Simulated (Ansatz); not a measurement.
SnO₂: geometry relaxation (part 1 of 2)

System: SnO₂ (R3m, 12 atoms in the cell).
Method: DFT PBEsol, scalar-relativistic, plane waves, PAW, PAW set soft_1, no spin polarisation (Ansatz 0.2.0).

The structure derives from a Materials Project entry.

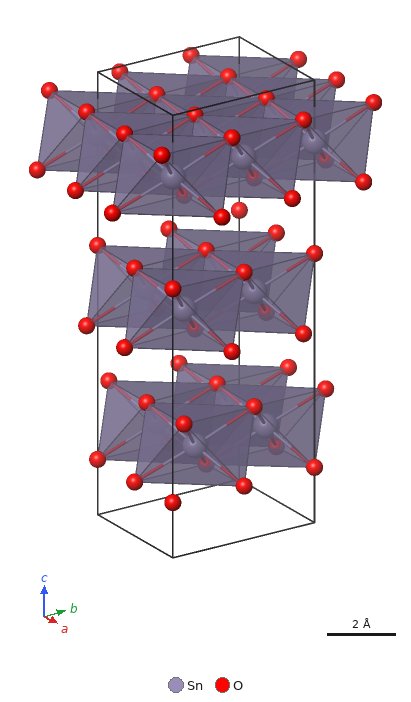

Figure 1. The input geometry (polyhedral view of the cell 3 times as large as that of the calculation, set on its symmetry axes, seen slightly off an axis; polyhedra are completed across the faces of the cell). An atom can appear more than once, as a periodic image.

**Input**
```yaml
crystal:
  lattice:
    - [3.2514691359, 1.8772365809, 4.4537473212]
    - [-3.2514691359, 1.8772365809, 4.4537473212]
    - [0.0, -3.7544731617, 4.4537473212]
  atoms:
    - { symbol: Sn, position: [0.861181, 0.861181, 0.861181] }
    - { symbol: Sn, position: [0.365956, 0.365956, 0.866079] }
    - { symbol: Sn, position: [0.365956, 0.866079, 0.365956] }
    - { symbol: Sn, position: [0.866079, 0.365956, 0.365956] }
    - { symbol: O, position: [0.125994, 0.621031, 0.621031] }
    - { symbol: O, position: [0.621031, 0.125994, 0.621031] }
    - { symbol: O, position: [0.621031, 0.621031, 0.125994] }
    - { symbol: O, position: [0.608051, 0.608051, 0.608051] }
    - { symbol: O, position: [0.124863, 0.124863, 0.124863] }
    - { symbol: O, position: [0.104115, 0.104115, 0.609074] }
    - { symbol: O, position: [0.104115, 0.609074, 0.104115] }
    - { symbol: O, position: [0.609074, 0.104115, 0.104115] }
basis:
  ecutwfc: 520.0
kpoints:
  mp_grid: { grid: [6, 6, 6] }
hamiltonian:
  xc: pbesol
  pseudopotentials: { kind: paw, azcp: { folder: soft_1 } }
scf:
  occupations: { method: gaussian, width: 0.02 }
output:
  forces: true
  stress: true
  eigenvalues: true
  write_density: true
  write_potential: true
  elf: true
  volumetric_format: npy
relax:
  adjacent_minimum: "off"
  f_tol: 0.005
  max_steps: 80
  cell: { stress_tol: 0.05 }
```

Launched with:
```bash
ansatz run input.yaml --threads 2 --pin off --max-ram 4096MiB --backend cpu --events-out ev --progress --plain --runs-dir out
```

**Output**
```
Warning: [file] the record states the generating functional pbe (its physics header spells it `PBE`), which answers neither for hamiltonian.xc's functional nor for the pbesol family's — results may be inconsistent (PPs are generated against a specific XC)
Warning: [file] the record states the generating functional pbe (its physics header spells it `PBE`), which answers neither for hamiltonian.xc's functional nor for the pbesol family's — results may be inconsistent (PPs are generated against a specific XC)
Engine: ansatz 0.2.0, aarch64-unknown-linux-gnu
Pseudopotentials: kind: paw
Pseudopotential: Sn, paw, valence charge 14, recommended cutoff 420 eV (normal), [file]
Pseudopotential: O, paw, valence charge 6, recommended cutoff 420 eV (normal), [file]
Functional definition: PBEsol
  exchange = pbesol_x
  correlation = pbesol_c
Crystal: 12 atoms, lattice volume = 163.108 Å³
Basis set: ecut = 520 eV, 4397 PW (Γ), exchange–correlation on 90×90×90 points (8 copies of the dense FFT grid, shifted against one another)
Bands: 64, of which v1, the nominal top of the filled ones, is band 52 counted from 1 (51 counted from 0)
Symmetry: 6 space group operations
Space group: R3m (ITA 160), of the structure as read, at distance tolerance 5.5e-5 Å
k-points: 32 of 216 (time reversal used)
Non-local potential: Sn, projectors of the file, l = 0: 2, l = 1: 2, l = 2: 2, l = 3: 1
Non-local potential: O, projectors of the file, l = 0: 2, l = 1: 2, l = 2: 1
PAW form: soft (Blöchl's): semilocal exchange-correlation on the pseudo side does not see the compensation charge
PAW frozen core: Sn, regenerated for the run's functional, and the local potential with it (the file was generated under x = pbe(κ = 0.804, μ = 0.2195149727645171), c = pbe(β = 0.06672455060314922))
PAW frozen core: O, regenerated for the run's functional, and the local potential with it (the file was generated under x = pbe(κ = 0.804, μ = 0.2195149727645171), c = pbe(β = 0.06672455060314922))
PAW one-centre angular grid: Sn, 590 points (default); XC on 64 Gauss nodes
PAW one-centre angular grid: O, 110 points (default); XC on 64 Gauss nodes
Initial density: superposition of atomic densities (chi_scale 0.1, normalization cell, long waves kept (reshape's long-wave potential 0.06 eV rms))
Initial wavefunctions: pseudopotential atomic-orbital guess
Functional: x = pbesol(κ = 0.804, μ = 0.12345679012345678), c = pbesol(β = 0.046)
SCF iter   1: F=—  HF=-28285.428072 eV  |F-HF|=—  |Δ(HF+E_count)|=         —  Δρ=5.80e-2  dr2=4.14e0  ethr=3.10e-3  ⟨swp⟩=6.0  Hψ=8512  notcnv=0  defer=3
preconditioner: auto → Resta (q_TF=auto, 2.531 Å⁻¹)  ε∞=3.4  [insulator: Δε(μ)=1.739 eV  Ē_g=18.982 eV  σ=0.020 eV  W_gap=1.00  n_scr=50 (ndim 8)  ℏωp=29.7 eV  f_vac=0.036  D(μ)=0.00/eV (n_scr^D=0)  ε∞_Penn≈3.4]
SCF iter   2: F=—  HF=-28284.605870 eV  |F-HF|=—  |Δ(HF+E_count)|=   8.22e-1  Δρ=3.08e-2  dr2=1.10e0  ethr=3.10e-3  ⟨swp⟩=3.0  Hψ=4230  notcnv=0  defer=188
SCF iter   3: F=—  HF=-28284.396693 eV  |F-HF|=—  |Δ(HF+E_count)|=   2.09e-1  Δρ=8.10e-3  dr2=1.20e-1  ethr=1.05e-3  ⟨swp⟩=3.1  Hψ=3725  notcnv=0  defer=188
SCF iter   4: F=—  HF=-28284.381062 eV  |F-HF|=—  |Δ(HF+E_count)|=   1.56e-2  Δρ=2.49e-3  dr2=7.47e-3  ethr=1.16e-4  ⟨swp⟩=2.6  Hψ=3022  notcnv=0  defer=188
SCF iter   5: F=—  HF=-28284.385624 eV  |F-HF|=—  |Δ(HF+E_count)|=   4.56e-3  Δρ=8.86e-4  dr2=1.11e-3  ethr=7.18e-6  ⟨swp⟩=2.0  Hψ=2764  notcnv=0  defer=188
SCF iter   6: F=—  HF=-28284.387382 eV  |F-HF|=—  |Δ(HF+E_count)|=   1.76e-3  Δρ=8.30e-4  dr2=9.40e-4  ethr=1.06e-6  ⟨swp⟩=2.1  Hψ=3083  notcnv=0  defer=188
SCF iter   7: F=—  HF=-28284.387301 eV  |F-HF|=—  |Δ(HF+E_count)|=   8.15e-5  Δρ=1.19e-4  dr2=2.07e-5  ethr=9.04e-7  ⟨swp⟩=2.0  Hψ=2635  notcnv=0  defer=188
SCF iter   8: F=—  HF=-28284.387272 eV  |F-HF|=—  |Δ(HF+E_count)|=   2.86e-5  Δρ=8.20e-5  dr2=9.80e-6  ethr=1.99e-8  ⟨swp⟩=2.0  Hψ=3072  notcnv=0  defer=188
SCF iter   9: F=—  HF=-28284.387273 eV  |F-HF|=—  |Δ(HF+E_count)|=   6.91e-7  Δρ=3.01e-5  dr2=1.27e-6  ethr=9.43e-9  ⟨swp⟩=2.0  Hψ=2664  notcnv=0  defer=188
SCF iter  10: F=-28284.387274 eV  HF=-28284.387274 eV  |F-HF|=9.44e-8  |Δ(HF+E_count)|=   7.01e-7  Δρ=5.76e-6  dr2=3.72e-8  ethr=9.62e-11  ⟨swp⟩=16.8  Hψ=17438  notcnv=0
SCF 1 converged in 10 iterations: F = -28284.387274 eV  dr2 = 3.72e-8
  greatest PAW one-centre occupation: 0.996 electrons in one spin orbital (limit 2), on the Sn atom at site 2 (counted from 0), in its partial waves of l = 2
relax step   1: F+E_penalty+E_count = -28284.38727385 eV  Δ(F+E_penalty+E_count) = +0.000e0 eV  max|allowed force component| = 4.057e-1 eV/Å  Δτ_max = 0.0000 Å  P = -5.687 GPa  Ω = 163.108 Å³  (10 SCF iters, dr2 threshold 1.00e-7 eV, accepted)
Crystal: 12 atoms, lattice volume = 155.551 Å³
Basis set: ecut = 520 eV, 4175 PW (Γ), exchange–correlation on 90×90×90 points (8 copies of the dense FFT grid, shifted against one another)
Initial density: handed on by an earlier stage of this run
Initial wavefunctions: those handed on with the density
iter 1 solved again at ethr=3.64e-5 eV; its pass at ethr=3.10e-3 eV (dr2=3.78e-2 eV) is discarded
SCF iter   1: F=—  HF=-28284.493908 eV  |F-HF|=—  |Δ(HF+E_count)|=         —  Δρ=5.40e-3  dr2=3.71e-2  ethr=3.64e-5  ⟨swp⟩=3.8  Hψ=9541  notcnv=0  defer=1
preconditioner: auto → Resta (q_TF=auto, 2.551 Å⁻¹)  ε∞=3.6  [insulator: Δε(μ)=1.820 eV  Ē_g=18.864 eV  σ=0.020 eV  W_gap=1.00  n_scr=50 (ndim 8)  ℏωp=30.4 eV  f_vac=0.067  D(μ)=0.00/eV (n_scr^D=0)  ε∞_Penn≈3.6]
SCF iter   2: F=—  HF=-28284.485231 eV  |F-HF|=—  |Δ(HF+E_count)|=   8.68e-3  Δρ=2.14e-3  dr2=5.11e-3  ethr=3.57e-5  ⟨swp⟩=2.3  Hψ=3430  notcnv=0  defer=1
SCF iter   3: F=—  HF=-28284.484917 eV  |F-HF|=—  |Δ(HF+E_count)|=   3.14e-4  Δρ=8.57e-4  dr2=1.19e-3  ethr=4.91e-6  ⟨swp⟩=2.5  Hψ=3716  notcnv=0  defer=1
SCF iter   4: F=—  HF=-28284.484960 eV  |F-HF|=—  |Δ(HF+E_count)|=   4.35e-5  Δρ=2.64e-4  dr2=1.15e-4  ethr=1.15e-6  ⟨swp⟩=2.1  Hψ=2668  notcnv=0  defer=1
SCF iter   5: F=—  HF=-28284.485024 eV  |F-HF|=—  |Δ(HF+E_count)|=   6.36e-5  Δρ=1.67e-4  dr2=3.77e-5  ethr=1.10e-7  ⟨swp⟩=2.0  Hψ=2931  notcnv=0  defer=1
SCF iter   6: F=—  HF=-28284.485029 eV  |F-HF|=—  |Δ(HF+E_count)|=   4.47e-6  Δρ=5.17e-5  dr2=3.36e-6  ethr=3.63e-8  ⟨swp⟩=2.0  Hψ=2767  notcnv=0  defer=1
SCF iter   7: F=-28284.485036 eV  HF=-28284.485035 eV  |F-HF|=7.00e-7  |Δ(HF+E_count)|=   6.35e-6  Δρ=1.27e-5  dr2=2.83e-7  ethr=1.15e-9  ⟨swp⟩=16.1  Hψ=18942  notcnv=0
SCF 2 converged in 7 iterations: F = -28284.485036 eV  dr2 = 2.83e-7
relax step   2: F+E_penalty+E_count = -28284.48503557 eV  Δ(F+E_penalty+E_count) = -9.776e-2 eV  max|allowed force component| = 1.690e-1 eV/Å  Δτ_max = 0.0280 Å  P = +0.359 GPa  Ω = 155.551 Å³  energy of the carried Pulay correction = +5.701e-4 eV  (7 SCF iters, dr2 threshold 1.20e-6 eV, accepted)
Crystal: 12 atoms, lattice volume = 157.972 Å³
Basis set: ecut = 520 eV, 4223 PW (Γ), exchange–correlation on 90×90×90 points (8 copies of the dense FFT grid, shifted against one another)
iter 1 solved again at ethr=5.79e-6 eV; its pass at ethr=3.10e-3 eV (dr2=6.02e-3 eV) is discarded
SCF iter   1: F=—  HF=-28284.500725 eV  |F-HF|=—  |Δ(HF+E_count)|=         —  Δρ=3.27e-3  dr2=5.32e-3  ethr=5.79e-6  ⟨swp⟩=3.6  Hψ=9696  notcnv=0  defer=1
preconditioner: auto → Resta (q_TF=auto, 2.545 Å⁻¹)  ε∞=3.6  [insulator: Δε(μ)=1.837 eV  Ē_g=18.798 eV  σ=0.020 eV  W_gap=1.00  n_scr=50 (ndim 8)  ℏωp=30.1 eV  f_vac=0.082  D(μ)=0.00/eV (n_scr^D=0)  ε∞_Penn≈3.6]
SCF iter   2: F=—  HF=-28284.499794 eV  |F-HF|=—  |Δ(HF+E_count)|=   9.31e-4  Δρ=1.39e-3  dr2=9.51e-4  ethr=5.11e-6  ⟨swp⟩=2.0  Hψ=3126  notcnv=0  defer=3
SCF iter   3: F=—  HF=-28284.499712 eV  |F-HF|=—  |Δ(HF+E_count)|=   8.21e-5  Δρ=6.17e-4  dr2=1.99e-4  ethr=9.14e-7  ⟨swp⟩=1.0  Hψ=2044  notcnv=0  defer=3
SCF iter   4: F=—  HF=-28284.499754 eV  |F-HF|=—  |Δ(HF+E_count)|=   4.20e-5  Δρ=5.65e-5  dr2=5.53e-6  ethr=1.91e-7  ⟨swp⟩=3.0  Hψ=3918  notcnv=0  defer=3
SCF iter   5: F=-28284.499761 eV  HF=-28284.499760 eV  |F-HF|=7.96e-7  |Δ(HF+E_count)|=   6.17e-6  Δρ=1.90e-5  dr2=7.12e-7  ethr=1.15e-9  ⟨swp⟩=16.5  Hψ=18713  notcnv=0
SCF 3 converged in 5 iterations: F = -28284.499761 eV  dr2 = 7.12e-7
relax step   3: F+E_penalty+E_count = -28284.49976079 eV  Δ(F+E_penalty+E_count) = -1.473e-2 eV  max|allowed force component| = 6.666e-2 eV/Å  Δτ_max = 0.0250 Å  P = +0.038 GPa  Ω = 157.972 Å³  energy of the carried Pulay correction = +3.845e-4 eV  (5 SCF iters, dr2 threshold 1.20e-6 eV, accepted)
Crystal: 12 atoms, lattice volume = 157.753 Å³
iter 1 solved again at ethr=1.45e-7 eV; its pass at ethr=3.10e-3 eV (dr2=1.51e-4 eV) is discarded
SCF iter   1: F=—  HF=-28284.500283 eV  |F-HF|=—  |Δ(HF+E_count)|=         —  Δρ=4.69e-4  dr2=1.40e-4  ethr=1.45e-7  ⟨swp⟩=2.3  Hψ=7840  notcnv=0
preconditioner: auto → Resta (q_TF=auto, 2.545 Å⁻¹)  ε∞=3.6  [insulator: Δε(μ)=1.806 eV  Ē_g=18.804 eV  σ=0.020 eV  W_gap=1.00  n_scr=50 (ndim 8)  ℏωp=30.1 eV  f_vac=0.079  D(μ)=0.00/eV (n_scr^D=0)  ε∞_Penn≈3.6]
SCF iter   2: F=—  HF=-28284.500254 eV  |F-HF|=—  |Δ(HF+E_count)|=   2.91e-5  Δρ=2.04e-4  dr2=2.44e-5  ethr=1.34e-7  ⟨swp⟩=2.4  Hψ=3528  notcnv=0
SCF iter   3: F=—  HF=-28284.500253 eV  |F-HF|=—  |Δ(HF+E_count)|=   1.05e-6  Δρ=7.95e-5  dr2=4.86e-6  ethr=2.34e-8  ⟨swp⟩=2.1  Hψ=3685  notcnv=0
SCF iter   4: F=—  HF=-28284.500254 eV  |F-HF|=—  |Δ(HF+E_count)|=   6.73e-7  Δρ=2.69e-5  dr2=9.37e-7  ethr=4.67e-9  ⟨swp⟩=2.3  Hψ=3394  notcnv=0
SCF iter   5: F=—  HF=-28284.500254 eV  |F-HF|=—  |Δ(HF+E_count)|=   1.92e-7  Δρ=1.61e-5  dr2=3.63e-7  ethr=2.67e-10  ⟨swp⟩=14.9  Hψ=17643  notcnv=0
SCF iter   6: F=-28284.500254 eV  HF=-28284.500254 eV  |F-HF|=9.90e-9  |Δ(HF+E_count)|=   5.91e-8  Δρ=2.67e-6  dr2=1.38e-8  ethr=2.67e-10  ⟨swp⟩=10.4  Hψ=14400  notcnv=0
SCF 4 converged in 6 iterations: F = -28284.500254 eV  dr2 = 1.38e-8
  greatest PAW one-centre occupation: 0.996 electrons in one spin orbital (limit 2), on the Sn atom at site 1 (counted from 0), in its partial waves of l = 2
relax step   4: F+E_penalty+E_count = -28284.50025372 eV  Δ(F+E_penalty+E_count) = -4.929e-4 eV  max|allowed force component| = 5.882e-2 eV/Å  Δτ_max = 0.0037 Å  P = +0.021 GPa  Ω = 157.753 Å³  energy of the carried Pulay correction = +4.012e-4 eV  (6 SCF iters, dr2 threshold 2.78e-7 eV, accepted)
Crystal: 12 atoms, lattice volume = 157.656 Å³
iter 1 solved again at ethr=3.83e-6 eV; its pass at ethr=3.10e-3 eV (dr2=3.98e-3 eV) is discarded
SCF iter   1: F=—  HF=-28284.502734 eV  |F-HF|=—  |Δ(HF+E_count)|=         —  Δρ=2.31e-3  dr2=4.03e-3  ethr=3.83e-6  ⟨swp⟩=3.5  Hψ=7883  notcnv=0  defer=2
preconditioner: auto → Resta (q_TF=auto, 2.546 Å⁻¹)  ε∞=3.6  [insulator: Δε(μ)=1.803 eV  Ē_g=18.803 eV  σ=0.020 eV  W_gap=1.00  n_scr=50 (ndim 8)  ℏωp=30.2 eV  f_vac=0.079  D(μ)=0.00/eV (n_scr^D=0)  ε∞_Penn≈3.6]
SCF iter   2: F=—  HF=-28284.501622 eV  |F-HF|=—  |Δ(HF+E_count)|=   1.11e-3  Δρ=1.03e-3  dr2=7.06e-4  ethr=3.83e-6  ⟨swp⟩=2.1  Hψ=4057  notcnv=0
SCF iter   3: F=—  HF=-28284.501585 eV  |F-HF|=—  |Δ(HF+E_count)|=   3.69e-5  Δρ=3.33e-4  dr2=1.42e-4  ethr=6.79e-7  ⟨swp⟩=2.4  Hψ=3704  notcnv=0
SCF iter   4: F=—  HF=-28284.501491 eV  |F-HF|=—  |Δ(HF+E_count)|=   9.42e-5  Δρ=1.62e-4  dr2=3.69e-5  ethr=1.36e-7  ⟨swp⟩=2.0  Hψ=2775  notcnv=0
SCF iter   5: F=—  HF=-28284.501494 eV  |F-HF|=—  |Δ(HF+E_count)|=   2.96e-6  Δρ=5.87e-5  dr2=5.06e-6  ethr=3.55e-8  ⟨swp⟩=2.2  Hψ=2952  notcnv=0
SCF iter   6: F=—  HF=-28284.501495 eV  |F-HF|=—  |Δ(HF+E_count)|=   1.02e-6  Δρ=2.16e-5  dr2=5.80e-7  ethr=4.86e-9  ⟨swp⟩=2.6  Hψ=3514  notcnv=0
SCF iter   7: F=-28284.501495 eV  HF=-28284.501495 eV  |F-HF|=6.16e-9  |Δ(HF+E_count)|=   1.83e-9  Δρ=4.76e-6  dr2=3.72e-8  ethr=2.08e-10  ⟨swp⟩=13.5  Hψ=16433  notcnv=0
SCF 5 converged in 7 iterations: F = -28284.501495 eV  dr2 = 3.72e-8
relax step   5: F+E_penalty+E_count = -28284.50149459 eV  Δ(F+E_penalty+E_count) = -1.241e-3 eV  max|allowed force component| = 2.005e-3 eV/Å  Δτ_max = 0.0240 Å  P = -0.001 GPa  Ω = 157.656 Å³  energy of the carried Pulay correction = +4.086e-4 eV  (7 SCF iters, dr2 threshold 2.16e-7 eV, accepted)
Initial wavefunctions: pseudopotential atomic-orbital guess (no wavefunctions were taken with the density)
iter 1 solved again at ethr=8.03e-8 eV; its pass at ethr=3.10e-3 eV (dr2=8.35e-5 eV) is discarded
SCF iter   1: F=—  HF=-28284.501100 eV  |F-HF|=—  |Δ(HF+E_count)|=         —  Δρ=2.86e-5  dr2=1.54e-7  ethr=8.03e-8  ⟨swp⟩=4.0  Hψ=14890  notcnv=0
preconditioner: auto → Resta (q_TF=auto, 2.546 Å⁻¹)  ε∞=3.6  [insulator: Δε(μ)=1.804 eV  Ē_g=18.803 eV  σ=0.020 eV  W_gap=1.00  n_scr=50 (ndim 8)  ℏωp=30.2 eV  f_vac=0.079  D(μ)=0.00/eV (n_scr^D=0)  ε∞_Penn≈3.6]
SCF iter   2: F=—  HF=-28284.501003 eV  |F-HF|=—  |Δ(HF+E_count)|=   9.75e-5  Δρ=1.45e-5  dr2=4.27e-8  ethr=1.48e-10  ⟨swp⟩=3.0  Hψ=4065  notcnv=0
SCF iter   3: F=—  HF=-28284.501003 eV  |F-HF|=—  |Δ(HF+E_count)|=   8.75e-8  Δρ=2.48e-6  dr2=5.42e-9  ethr=4.10e-11  ⟨swp⟩=2.1  Hψ=2806  notcnv=0
SCF iter   4: F=—  HF=-28284.501003 eV  |F-HF|=—  |Δ(HF+E_count)|=   1.56e-9  Δρ=6.67e-7  dr2=9.04e-10  ethr=5.21e-12  ⟨swp⟩=2.0  Hψ=2921  notcnv=0
SCF iter   5: F=—  HF=-28284.501003 eV  |F-HF|=—  |Δ(HF+E_count)|=  4.69e-10  Δρ=6.87e-7  dr2=6.76e-10  ethr=1.00e-12  ⟨swp⟩=2.0  Hψ=2872  notcnv=0
SCF iter   6: F=-28284.501003 eV  HF=-28284.501003 eV  |F-HF|=3.64e-12  |Δ(HF+E_count)|=  5.09e-11  Δρ=1.65e-7  dr2=2.60e-11  ethr=1.00e-12  ⟨swp⟩=6.3  Hψ=11490  notcnv=0
SCF 6 converged in 6 iterations: F = -28284.501003 eV  dr2 = 2.60e-11
relax step   6: F+E_penalty+E_count = -28284.50100292 eV  Δ(F+E_penalty+E_count) = +4.917e-4 eV  max|allowed force component| = 2.061e-3 eV/Å  Δτ_max = 0.0000 Å  P = +0.004 GPa  Ω = 157.656 Å³  stress off target by 6.23e-3 GPa  SCF on the basis re-selected at this cell (its energy is not comparable with the rows above)  (6 SCF iters)
```

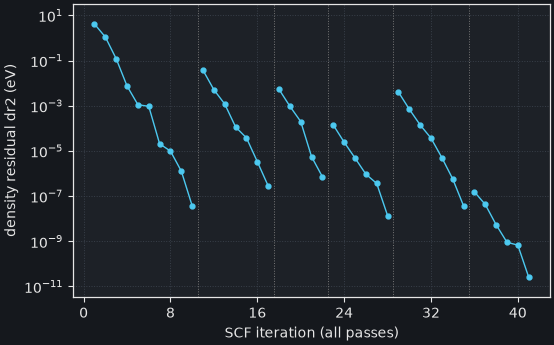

Figure 2. Convergence of the self-consistent field: density residual dr2 against the SCF iteration. The dotted lines part the SCF passes of the relaxation: geometry steps, rejected trials and re-solves on a re-selected basis. The 6 passes take 5 to 10 iterations each, 41 in all.

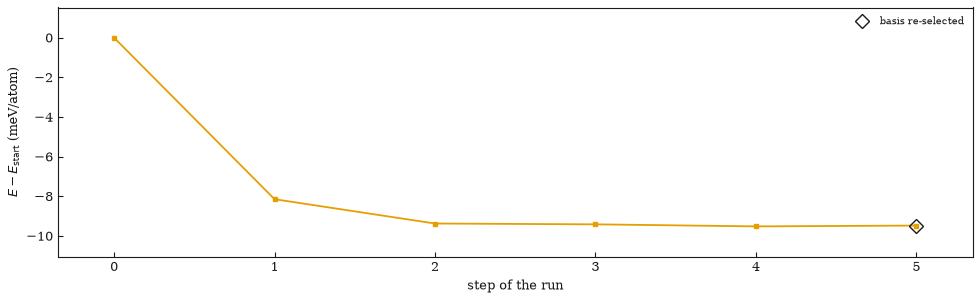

Figure 3. Progress of the relaxation, step by step (the first geometry is step 0 here and step 1 in the log).

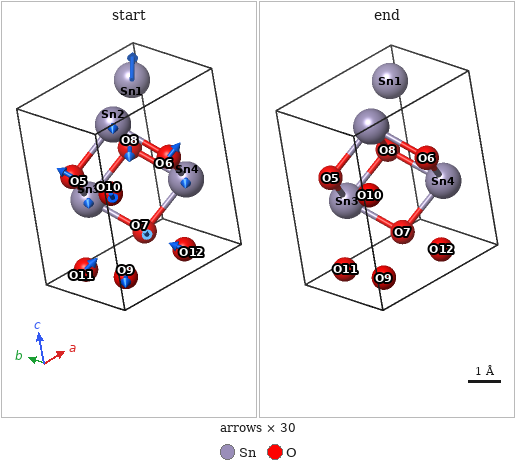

Figure 4. Before (left) and after (right) the relaxation, at one scale (ball-and-stick view of the cell of the calculation, seen slightly off an axis). The blue arrows give the displacements (without the part carried along by the change of the cell), magnified 30 times. The energy falls by 9.5 meV per atom in 4 geometry steps. Largest force component: 0.41 eV/Å at the start, 0.0021 eV/Å at the end. Pressure: −5.69 GPa at the start and 0.00 GPa at the end. The atom that moves furthest relative to the cell is Sn1 (0.046 Å). Largest moves by element: Sn 0.046 Å, O 0.024 Å. The drawn cell changes as follows: a = b = c 5.825 → 5.765 Å (−1.0 %), α 67.9° → 67.7°, β 67.9° → 67.7°, γ 67.9° → 67.7°; the volume changes by −3.3 %. Among the contacts that change: Sn1–O10 2.130 → 2.101 Å, Sn1–O5 2.125 → 2.101 Å. Among the angles that change: O5–Sn1–O12 177.6° → 179.9°. The space group (tolerance 0.01 Å) goes from R3m (No. 160) to R-3m (No. 166). A last SCF at the same geometry on a re-selected plane-wave basis shifts the energy by +0.0 meV per atom. (Atoms are counted from 1 in the order of the input.)
